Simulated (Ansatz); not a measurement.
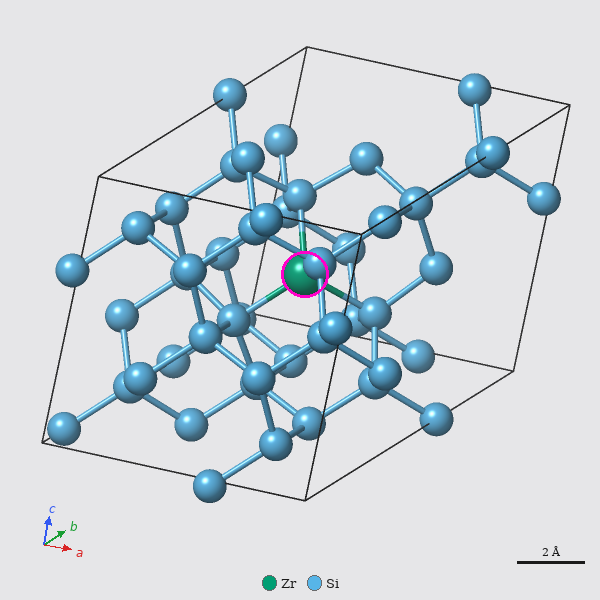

Crystal structure, ball-and-stick style, seen from a general direction. The supercell is outlined; an atom on or near a face, edge or corner is repeated at each equivalent position. The host is Si, in a cell of 36 sites, and the cell is neutral. A ring marks the defect's site.

What imperfection does the supercell contain?

Zirconium on a silicon site (a substitutional impurity). It is bonded to four Si in a tetrahedral arrangement at about 2.6 Å.

The atoms were relaxed in the host's cell with DFT PBE, scalar-relativistic, plane waves, PAW in Ansatz.
